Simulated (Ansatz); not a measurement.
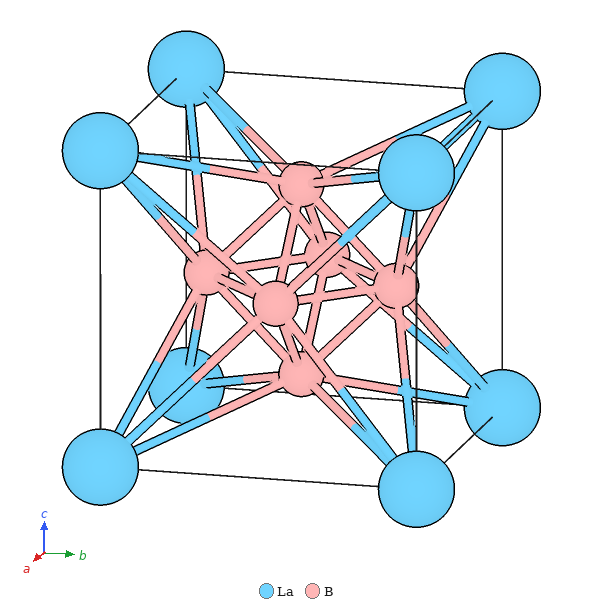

View slightly off an axis, drawn as a ball-and-stick model. One conventional unit cell is framed, with atoms on its boundary repeated.

Count the atoms and give the formula.

LaB6. The cell holds 1 La, 6 B, counting shared atoms by their share.

To which structure type does it belong?

CaB₆ type.

In how many dimensions do the bonds extend?

The bonds build a three-dimensional framework.

The structure comes from a structure type known for this compound. Earlier steps of the study may have refined or changed the cell and positions. A calculation with Ansatz used it as input.
